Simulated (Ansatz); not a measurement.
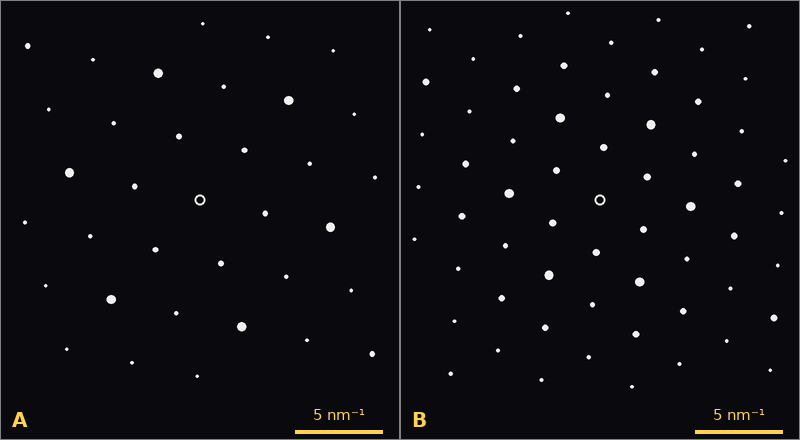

Kinematic electron diffraction patterns (200 kV, B = 0.5 Å², same scale, each along a low-index zone) of two structures of composition BP3, each relaxed at zero pressure with DFT PBE, scalar-relativistic, plane waves, PAW (Ansatz 0.2.0).

The structures (standard cells):
1. Pm-3n (No. 223), a = 4.680 Å, 8 atoms; generated start, possibly hypothetical
2. Pm-3m (No. 221), a = 3.689 Å, 4 atoms; generated start, possibly hypothetical

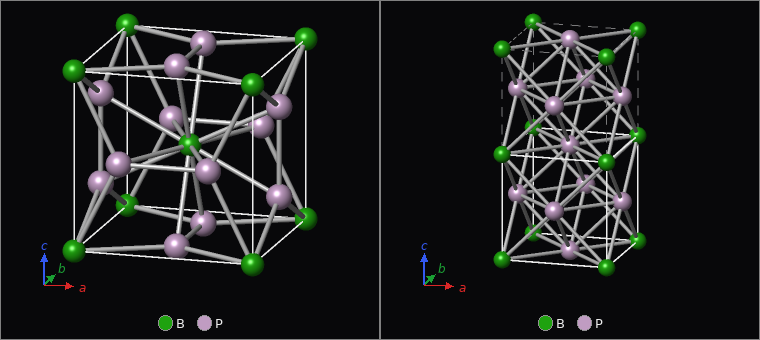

Drawings of the structures 1 to 2, from left to right (each may span several cells).

Question: Which pattern belongs to which structure, and along which zone?

Answer: A is structure 2 along [111] or an equivalent direction: hexagonal net of -1 1 0 at d = 2.61 Å and -1 0 1 at d = 2.61 Å, 60.0° apart. B is structure 1 along [111] or an equivalent direction: hexagonal net of -1 1 0 at d = 3.31 Å and -1 0 1 at d = 3.31 Å, 60.0° apart.

Question: Rank the structures by their computed energy.

Answer: Structure 2 (Pm-3m, 12.55 Å³ an atom) is the lowest of these; structure 1 (Pm-3n, 12.81 Å³ an atom) lies about 46 meV an atom higher. These are static energies at 0 K; other structures, not shown, may lie lower still.
